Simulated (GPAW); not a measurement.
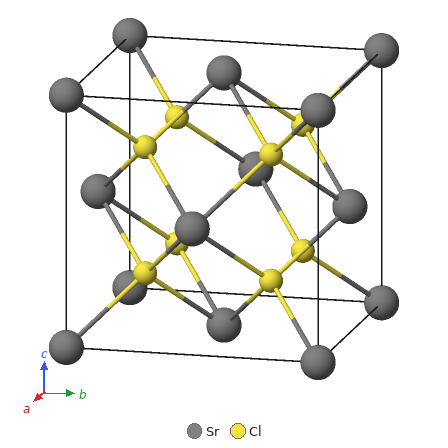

System: SrCl₂, space group Fm-3m (No. 225). The picture shows the conventional cell.

Starting cell:
```xyz
3
Lattice="0.0000 3.4884 3.4884 3.4884 0.0000 3.4884 3.4884 3.4884 0.0000" Properties=species:S:1:pos:R:3 pbc="T T T"
Sr    0.0000    0.0000    0.0000
Cl    5.2325    5.2325    5.2325
Cl    1.7442    1.7442    1.7442
```

Method: PAW DFT in plane waves, on a grid or in atomic orbitals, no spin polarisation; energies at scaled volumes of the given cell, shape and fractions fixed, counted from the fit's minimum, third-order Birch-Murnaghan fit (GPAW 26.7.0). Level: PBE.

- k mesh: 7×7×7
- occupations: Fermi–Dirac
- smearing width: 0.05 eV
- potentials: GPAW PAW data sets (gpaw data 1.2.1)
- wave cutoff: 600 eV
- program settings: basis pw

What does the calculation give for the energy and pressure against volume? The volume takes the values 26.60, 27.17, 27.73, 28.30, 28.86, 29.43, 30.00 Å³/atom.

A third-order Birch–Murnaghan fit gives V0 = 29.21 Å³/atom, B0 = 33.5 GPa and B′ = 4.6. The energy is 29.03 meV/atom at volume 26.60 Å³/atom and 2.10 meV/atom at 30.00 Å³/atom; the lowest computed point is at volume 29.43 Å³/atom (0.18 meV/atom). The pressure falls from 3.78 GPa at volume 26.60 Å³/atom to −0.93 GPa at 30.00 Å³/atom, and changes sign near 29.14 Å³/atom.

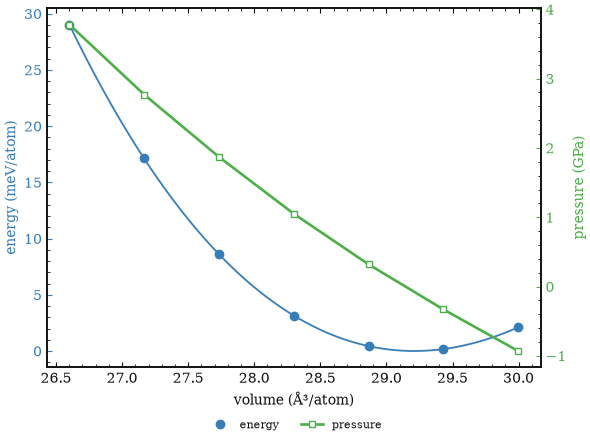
